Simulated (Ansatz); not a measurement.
# Nudged elastic band, with input and output: Sr₄Ti₄O₁₁ (charge +2) (part 2 of 2)

Sr₄Ti₄O₁₁ (defect cell, 19 atoms in the cell, total charge +2); DFT PBE, scalar-relativistic, plane waves, PAW, no spin polarisation (Ansatz 0.2.0); cutoff 420 eV, 3×3×3 k-mesh, Gaussian smearing of 0.02 eV. The structure derives from a Materials Project entry. It belongs to a series of runs on one base structure; here: climbing-image band for the jump of O by 2.51 A.

Geometry of the input (Å; fractional positions):
```
-3.9364  3.9364  3.9364
3.9364  -3.9364  3.9364
3.9364  3.9364  -3.9364
Sr -0.0007  -0.0007  -0.0014
Sr 0.5007  0.5007  0.0014
Sr 0.5007  -0.0007  0.5000
Sr -0.0007  0.5007  0.5000
Ti 0.5166  0.5166  0.5000
Ti -0.0166  -0.0166  0.5000
Ti -0.0000  0.5000  0.0000
Ti 0.5000  0.0000  0.0000
O  0.2381  0.4817  0.2564
O  0.7747  0.0183  0.2564
O  0.7253  0.4817  0.7436
O  0.2619  0.0183  0.7436
O  0.7500  0.7500  0.5000
O  0.2500  0.7500  0.0000
O  0.7500  0.2500  0.0000
O  0.4817  0.7253  0.7436
O  0.0183  0.2619  0.7436
O  0.0183  0.7747  0.2564
O  0.4817  0.2381  0.2564
```

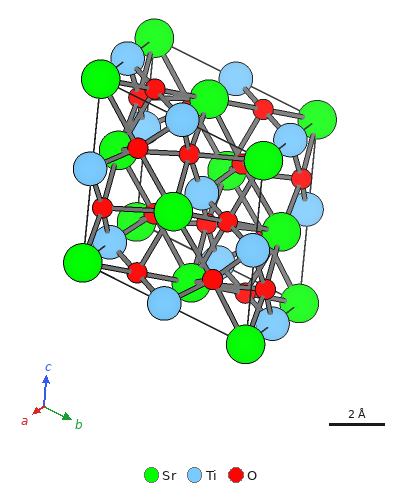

**Figure 1.** The structure as given in the input (ball-and-stick view of the cell of the calculation, seen slightly off an axis).

```
SCF converged after 6 iterations
Free energy (F): -30470.152252 eV
Harris-Foulkes:  -30470.152252 eV  (|F-HF|=1.32e-8)
Internal energy: -30470.152252 eV  (E = F + TS)
E sigma→0 (E₀):  -30470.152252 eV
Fermi energy:    10.272805 eV
--- Per-component energies (eV) ---
  E_band       = -947.892089
  E_kinetic    = 3980.273282
  E_local      = -9773.155461  (includes V_loc(G=0)·N_el)
  E_nonlocal   = 1340.956743
  E_hartree    = 3444.749298
  E_xc         = -1890.877139
  E_vxc        = -2166.818499  (∫ρ·V_xc dr)
  E_paw        = -16693.984794  (= ΣΔE_a)
  E_vpaw       = -1218.675167  (= ΣTr[D̂ρ^β])
  E_aug_tail   = 0.027182  (compensation charges beyond the density's cutoff)
  E_ewald      = -10878.141363
  E_smearing   = -0.000000  (= −TS)
  E_closure    = -0.000000  (closes the sum)
  E_deformation_potential = 39.423506  (in the stress; not in F)
  Σ components = -30470.152252   (vs F -30470.152252, Δ=0.00e0)
--- Forces (eV/Å), atoms counted from 1 ---
  atom   1  Sr     0.00154835    -0.00159974    -0.00160263
  atom   2  Sr    -0.00000289     0.00218120     0.00218248
  atom   3  Sr     0.00000307     0.00217902     0.00218113
  atom   4  Sr    -0.00154829    -0.00160178    -0.00160135
  atom   5  Ti    -0.00000094     0.00246417     0.00245648
  atom   6  Ti    -0.00000351    -0.00604523    -0.00040329
  atom   7  Ti     0.00000317    -0.00041052    -0.00604803
  atom   8  Ti     0.00000101     0.00022361     0.00022593
  atom   9  O      0.00000008     0.00068053     0.00068149
  atom  10  O      0.00000033     0.00274362    -0.00010017
  atom  11  O     -0.00000016    -0.00327146    -0.00083349
  atom  12  O      0.00000067     0.00261587     0.00029739
  atom  13  O      0.00000048    -0.00083423    -0.00327082
  atom  14  O     -0.00000093     0.00029856     0.00261624
  atom  15  O     -0.00000050    -0.00009915     0.00274348
  atom  16  O      0.00038346    -0.00034114    -0.00034073
  atom  17  O     -0.00000103     0.00055813     0.00055745
  atom  18  O      0.00000055     0.00055777     0.00055710
  atom  19  O     -0.00038293    -0.00034121    -0.00034067
  max |Σ_I F_I| component: 4.20e-5 eV/Å
--- Band table (eV; the first three rows and the last of 14) ---
  k-point 0: bands = ["-47.2143", "-47.2132", "-47.1062", "-46.8252", "-23.6685", "-23.6678", "-23.4939", "-23.4934", "-23.4537", "-23.3949", "-23.3669", "-23.3624", "-23.3297", "-23.2676", "-23.2607", "-23.2179", "-23.1993", "-23.0753", "-22.7846", "-22.7605", "-8.2125", "-8.1104", "-7.6568", "-7.4452", "-7.2151", "-7.1444", "-7.1410", "-7.0404", "-6.9391", "-6.9217", "-6.8770", "-5.2650", "-5.2455", "-5.1159", "-5.0212", "-5.0151", "-4.9871", "-4.8340", "-4.7111", "-4.6368", "-4.5935", "-4.5341", "-4.2567", "4.9498", "4.9860", "5.0402", "5.0549", "5.1089", "5.1245", "5.1484", "5.4310", "5.5067", "5.9432", "6.1642", "6.2561", "6.4202", "6.4874", "6.7607", "6.8268", "6.8742", "6.9091", "7.1081", "7.2498", "7.6802", "7.8349", "7.9173", "7.9475", "7.9916", "8.0711", "8.0736", "8.3212", "8.5182", "8.5403", "8.5837", "8.8770", "9.1656", "11.3800", "11.8467", "12.0379", "12.3155", "12.7274", "12.7615", "12.9440", "12.9614", "13.2711", "13.3088", "13.5174", "13.6443", "13.6967", "13.8343", "14.0275", "14.1431", "14.5102", "14.6980", "15.0626"]
  k-point 1: bands = ["-47.2141", "-47.2135", "-47.1062", "-46.8252", "-23.6700", "-23.6690", "-23.4972", "-23.4911", "-23.4419", "-23.4135", "-23.3750", "-23.3646", "-23.3307", "-23.2740", "-23.2706", "-23.1982", "-23.1900", "-23.0757", "-22.7726", "-22.7603", "-8.2886", "-8.1067", "-7.6867", "-7.4358", "-7.3718", "-7.2982", "-7.0170", "-6.9145", "-6.8854", "-6.8194", "-6.7292", "-5.2892", "-5.2433", "-5.1137", "-5.0868", "-5.0381", "-4.9795", "-4.8568", "-4.7493", "-4.6838", "-4.6255", "-4.5797", "-4.2053", "5.0081", "5.1075", "5.1443", "5.2005", "5.3076", "5.4057", "5.5555", "5.7374", "5.8619", "5.9220", "6.0143", "6.2318", "6.2925", "6.4507", "6.5195", "6.6433", "6.7892", "6.9474", "6.9858", "7.0833", "7.3026", "7.4550", "7.6966", "7.8737", "7.9318", "8.1050", "8.1776", "8.2950", "8.3667", "8.3978", "8.7045", "8.7744", "8.9435", "11.8451", "11.9948", "12.1260", "12.4203", "12.4533", "12.5978", "12.6910", "12.8964", "13.0434", "13.2357", "13.3100", "13.4291", "13.5039", "14.2174", "14.3226", "14.5526", "14.9315", "15.2492", "15.5545"]
  k-point 2: bands = ["-47.2141", "-47.2135", "-47.1062", "-46.8252", "-23.6700", "-23.6690", "-23.4972", "-23.4911", "-23.4419", "-23.4135", "-23.3750", "-23.3646", "-23.3307", "-23.2740", "-23.2706", "-23.1982", "-23.1900", "-23.0757", "-22.7726", "-22.7603", "-8.2886", "-8.1067", "-7.6867", "-7.4358", "-7.3718", "-7.2982", "-7.0170", "-6.9145", "-6.8854", "-6.8194", "-6.7292", "-5.2892", "-5.2433", "-5.1137", "-5.0868", "-5.0381", "-4.9795", "-4.8568", "-4.7493", "-4.6838", "-4.6255", "-4.5797", "-4.2053", "5.0081", "5.1075", "5.1443", "5.2005", "5.3076", "5.4057", "5.5555", "5.7374", "5.8619", "5.9220", "6.0143", "6.2318", "6.2925", "6.4507", "6.5195", "6.6433", "6.7892", "6.9474", "6.9858", "7.0833", "7.3026", "7.4550", "7.6966", "7.8737", "7.9318", "8.1050", "8.1776", "8.2950", "8.3667", "8.3978", "8.7045", "8.7744", "8.9435", "11.8451", "11.9948", "12.1260", "12.4203", "12.4533", "12.5978", "12.6910", "12.8964", "13.0434", "13.2357", "13.3100", "13.4291", "13.5039", "14.2174", "14.3226", "14.5526", "14.9315", "15.2492", "15.5545"]
  k-point 13: bands = ["-47.2140", "-47.2135", "-47.1062", "-46.8252", "-23.6740", "-23.6697", "-23.5041", "-23.4970", "-23.4516", "-23.4097", "-23.3719", "-23.3637", "-23.3352", "-23.2775", "-23.2731", "-23.1951", "-23.1733", "-23.0735", "-22.7627", "-22.7586", "-8.4051", "-8.1587", "-7.8741", "-7.5700", "-7.4048", "-6.9883", "-6.8998", "-6.8384", "-6.7835", "-6.7421", "-6.6371", "-5.3569", "-5.2907", "-5.2042", "-5.1125", "-5.0222", "-5.0098", "-4.8804", "-4.8756", "-4.7404", "-4.5655", "-4.4709", "-4.1842", "5.0384", "5.0933", "5.1329", "5.3188", "5.3735", "5.5970", "5.6389", "5.6601", "5.8512", "5.9712", "6.0413", "6.1457", "6.2624", "6.4066", "6.4732", "6.7071", "6.8154", "6.9926", "7.0144", "7.1716", "7.3071", "7.5508", "7.6569", "7.7316", "7.7653", "7.9713", "7.9887", "8.0842", "8.3427", "8.5502", "8.5879", "8.9235", "8.9299", "11.8961", "11.8991", "11.9994", "12.2542", "12.5263", "12.6372", "12.6745", "12.8872", "13.1299", "13.3071", "13.3833", "13.5049", "13.6543", "14.0245", "14.4885", "14.5254", "14.7172", "15.6110", "15.6811"]
this run last wrote the band of iteration 18 to [file]
--- NEB band (5 images, 18 band iterations, 474 SCF iterations) ---
  forward barrier  = 0.638831 eV
  backward barrier = 0.638831 eV
  lagrangian_above_aufbau_ev (what the smearing adds, to first order; not taken off the barriers): saddle image -0.000000 eV, end points -0.000000 and -0.000000 eV
  climbing image's point = of an order that was not read
  energies are F+E_penalty+E_count in eV, relative to image 0
  image     s (Å)  Δ vs image 0  max|band force component| (eV/Å)
      0    0.0000      0.000000                                 —
      1    0.6966      0.286975                          1.853e-2
  *   2    1.3930      0.638831                          6.046e-3
      3    2.0895      0.286975                          1.853e-2
      4    2.7861     -0.000000                                 —
  climbing-image geometry (image 2):
  cell:  # Å, volume = 243.9861 Å³
    - [-3.9364226094, 3.9364226094, 3.9364226094]
    - [3.9364226094, -3.9364226094, 3.9364226094]
    - [3.9364226094, 3.9364226094, -3.9364226094]
  atoms:
    - { symbol: Sr, position: [-0.008509042138551894, -0.007974191741708558, -0.007974230724121498] }
    - { symbol: Sr, position: [0.4961588734246707, 0.49807945886721267, -0.0019205242171864252] }
    - { symbol: Sr, position: [0.49615891401109286, -0.001920591604066692, 0.4980794329808382] }
    - { symbol: Sr, position: [-0.008509040394142277, 0.49946516919573325, 0.4994651661702399] }
    - { symbol: Ti, position: [0.5201039507728642, 0.510051973989676, 0.5100519622242994] }
    - { symbol: Ti, position: [-0.02812152972866394, -0.017950657934849235, 0.4898291498777262] }
    - { symbol: Ti, position: [-0.02812150493057619, 0.4898291436084181, -0.01795065793798567] }
    - { symbol: Ti, position: [0.48821142946868534, -0.005894299592711955, -0.005894295043283093] }
    - { symbol: O, position: [0.20766627595482354, 0.35383312774135706, 0.3538331484815543] }
    - { symbol: O, position: [0.7715134632372592, 0.010294104265383908, 0.26121935779626526] }
    - { symbol: O, position: [0.723749450039811, 0.4746119633980807, 0.7491374918943774] }
    - { symbol: O, position: [0.2640052392187202, 0.01336222098966669, 0.7506430054428328] }
    - { symbol: O, position: [0.7237494415702536, 0.749137481772963, 0.4746119529025526] }
    - { symbol: O, position: [0.26400523085945193, 0.7506430203446208, 0.013362232214535114] }
    - { symbol: O, position: [0.7715134713996253, 0.261219371540803, 0.01029411521739279] }
    - { symbol: O, position: [0.5216084497753523, 0.761433348349674, 0.7614333469728631] }
    - { symbol: O, position: [0.026604230307653742, 0.26330212409247056, 0.7633021213036457] }
    - { symbol: O, position: [0.026604244957846246, 0.7633021290251549, 0.2633021225403488] }
    - { symbol: O, position: [0.5216084521938231, 0.2601751036921209, 0.2601751019031043] }
```

### The last band as extended XYZ (Å, eV, eV/Å)
```
19
Lattice="-3.9364 3.9364 3.9364 3.9364 -3.9364 3.9364 3.9364 3.9364 -3.9364" Properties=species:S:1:pos:R:3:forces:R:3 image=0 energy=-30470.79108
Sr   -0.0054   -0.0054    0.0000    0.0037   0.0037   0.0000
Sr    0.0054    0.0054    3.9364   -0.0037  -0.0037   0.0000
Sr   -0.0054    3.9418    0.0000    0.0037  -0.0037   0.0000
Sr    3.9418   -0.0054    0.0000   -0.0037   0.0037   0.0000
Ti    1.9682    1.9682    2.0991    0.0000   0.0000  -0.0061
Ti    1.9682    1.9682   -2.0991    0.0000   0.0000   0.0061
Ti    1.9682   -1.9682    1.9682    0.0000   0.0000   0.0000
Ti   -1.9682    1.9682    1.9682    0.0000   0.0000   0.0000
O     1.9682    0.0504    1.8240    0.0000   0.0059   0.0009
O    -1.9682    3.9868    2.1124    0.0000   0.0059  -0.0009
O     1.9682    3.8860    1.8240    0.0000  -0.0059   0.0009
O     1.9682    3.8860   -1.8240    0.0000  -0.0059  -0.0009
O     1.9682    1.9682    3.9364    0.0000   0.0000   0.0000
O     1.9682   -1.9682    3.9364    0.0000   0.0000   0.0000
O    -1.9682    1.9682    3.9364    0.0000   0.0000   0.0000
O     3.8860    1.9682    1.8240   -0.0059   0.0000   0.0009
O     3.8860    1.9682   -1.8240   -0.0059   0.0000  -0.0009
O     3.9868   -1.9682    2.1124    0.0059   0.0000  -0.0009
O     0.0504    1.9682    1.8240    0.0059   0.0000   0.0009
19
Lattice="-3.9364 3.9364 3.9364 3.9364 -3.9364 3.9364 3.9364 3.9364 -3.9364" Properties=species:S:1:pos:R:3:forces:R:3 image=1 energy=-30470.50411
Sr   -0.0036   -0.0246   -0.0327    0.0290   0.0384  -0.0238
Sr    0.0092   -0.0151    3.9182    0.0163   0.0301  -0.0373
Sr   -0.0092    3.9214   -0.0182   -0.0163   0.0301  -0.0373
Sr    3.9400   -0.0246   -0.0327   -0.0290   0.0384  -0.0238
Ti    1.9682    1.9814    2.0838    0.0000  -0.0563   0.0258
Ti    1.9682    1.9129   -2.1109    0.0000   0.0735  -0.0360
Ti    1.9682   -2.0723    1.8715    0.0000   0.0873  -0.0307
Ti   -1.9682    1.9152    1.9140    0.0000   0.0357  -0.0428
O     1.9682    0.3693    1.3321    0.0000  -0.4852   0.5516
O    -1.9682    4.0492    2.1360    0.0000   0.0497   0.0678
O     1.9682    3.9359    1.7991    0.0000   0.0417   0.0046
O     1.9682    3.9303   -1.8664    0.0000   0.0180  -0.0380
O     1.9682    1.8022    3.9332    0.0000   0.0687  -0.0347
O     1.9682   -1.8667    3.9549    0.0000   0.0197   0.0042
O    -1.9682    1.9744    3.9790    0.0000  -0.0638  -0.0877
O     3.9235    2.0663    1.9738   -0.0239   0.0425  -0.1261
O     3.9163    2.0468   -1.8410   -0.0101  -0.0055  -0.0049
O     3.9565   -1.8896    2.0954    0.0101  -0.0055  -0.0049
O     0.0129    2.0663    1.9738    0.0239   0.0425  -0.1261
19
Lattice="-3.9364 3.9364 3.9364 3.9364 -3.9364 3.9364 3.9364 3.9364 -3.9364" Properties=species:S:1:pos:R:3:forces:R:3 image=2 energy=-30470.15225
Sr   -0.0293   -0.0335   -0.0335    0.0015  -0.0016  -0.0016
Sr    0.0000   -0.0151    3.9213    0.0000   0.0022   0.0022
Sr    0.0000    3.9213   -0.0151    0.0000   0.0022   0.0022
Sr    3.9657   -0.0335   -0.0335   -0.0015  -0.0016  -0.0016
Ti    1.9682    2.0473    2.0473    0.0000   0.0025   0.0025
Ti    1.9682    1.8881   -2.1095    0.0000  -0.0060  -0.0004
Ti    1.9682   -2.1095    1.8881    0.0000  -0.0004  -0.0060
Ti   -1.9682    1.9218    1.9218    0.0000   0.0002   0.0002
O     1.9682    0.8175    0.8175    0.0000   0.0007   0.0007
O    -1.9682    4.0248    2.0493    0.0000   0.0027  -0.0001
O     1.9682    3.9296    1.7683    0.0000  -0.0033  -0.0008
O     1.9682    3.9415   -1.8630    0.0000   0.0026   0.0003
O     1.9682    1.7683    3.9296    0.0000  -0.0008  -0.0033
O     1.9682   -1.8630    3.9415    0.0000   0.0003   0.0026
O    -1.9682    2.0493    4.0248    0.0000  -0.0001   0.0027
O     3.9414    2.0533    2.0533    0.0004  -0.0003  -0.0003
O     3.9364    2.0729   -1.8635    0.0000   0.0006   0.0006
O     3.9364   -1.8635    2.0729    0.0000   0.0006   0.0006
O    -0.0050    2.0533    2.0533   -0.0004  -0.0003  -0.0003
19
Lattice="-3.9364 3.9364 3.9364 3.9364 -3.9364 3.9364 3.9364 3.9364 -3.9364" Properties=species:S:1:pos:R:3:forces:R:3 image=3 energy=-30470.50411
Sr   -0.0036   -0.0327   -0.0246    0.0290  -0.0238   0.0384
Sr   -0.0092   -0.0182    3.9214   -0.0163  -0.0373   0.0301
Sr    0.0092    3.9182   -0.0151    0.0163  -0.0373   0.0301
Sr    3.9400   -0.0327   -0.0246   -0.0290  -0.0238   0.0384
Ti    1.9682    2.0838    1.9814    0.0000   0.0258  -0.0564
Ti    1.9682    1.8715   -2.0723    0.0000  -0.0307   0.0873
Ti    1.9682   -2.1109    1.9129    0.0000  -0.0360   0.0734
Ti   -1.9682    1.9140    1.9152    0.0000  -0.0428   0.0357
O     1.9682    1.3321    0.3693    0.0000   0.5516  -0.4852
O    -1.9682    3.9790    1.9744    0.0000  -0.0877  -0.0638
O     1.9682    3.9332    1.8022    0.0000  -0.0347   0.0687
O     1.9682    3.9549   -1.8667    0.0000   0.0042   0.0197
O     1.9682    1.7991    3.9359    0.0000   0.0046   0.0417
O     1.9682   -1.8664    3.9303    0.0000  -0.0380   0.0180
O    -1.9682    2.1360    4.0492    0.0000   0.0678   0.0497
O     3.9235    1.9738    2.0663   -0.0239  -0.1261   0.0425
O     3.9565    2.0954   -1.8896    0.0101  -0.0049  -0.0055
O     3.9163   -1.8410    2.0468   -0.0101  -0.0049  -0.0055
O     0.0129    1.9738    2.0663    0.0239  -0.1261   0.0425
19
Lattice="-3.9364 3.9364 3.9364 3.9364 -3.9364 3.9364 3.9364 3.9364 -3.9364" Properties=species:S:1:pos:R:3:forces:R:3 image=4 energy=-30470.79108
Sr   -0.0054    0.0000   -0.0054    0.0037   0.0000   0.0037
Sr   -0.0054    0.0000    3.9418    0.0037   0.0000  -0.0037
Sr    0.0054    3.9364    0.0054   -0.0037   0.0000  -0.0037
Sr    3.9418    0.0000   -0.0054   -0.0037   0.0000   0.0037
Ti    1.9682    2.0991    1.9682    0.0000  -0.0061   0.0000
Ti    1.9682    1.9682   -1.9682    0.0000   0.0000   0.0000
Ti    1.9682   -2.0991    1.9682    0.0000   0.0061   0.0000
Ti   -1.9682    1.9682    1.9682    0.0000   0.0000   0.0000
O     1.9682    1.8240    0.0504    0.0000   0.0009   0.0059
O    -1.9682    3.9364    1.9682    0.0000   0.0000   0.0000
O     1.9682    3.9364    1.9682    0.0000   0.0000   0.0000
O     1.9682    3.9364   -1.9682    0.0000   0.0000   0.0000
O     1.9682    1.8240    3.8860    0.0000   0.0009  -0.0059
O     1.9682   -1.8240    3.8860    0.0000  -0.0009  -0.0059
O    -1.9682    2.1124    3.9868    0.0000  -0.0009   0.0059
O     3.8860    1.8240    1.9682   -0.0059   0.0009   0.0000
O     3.9868    2.1124   -1.9682    0.0059  -0.0009   0.0000
O     3.8860   -1.8240    1.9682   -0.0059  -0.0009   0.0000
O     0.0504    1.8240    1.9682    0.0059   0.0009   0.0000
```

### Key numbers

- outcome: converged
- barrier, forward: 0.639 eV
- barrier, backward: 0.639 eV
- electrons treated: 152
- wall time: 14 min (CPU time 71 min)
- peak memory: 2.2 GiB

### Remarks

The order of the saddle point was not checked.
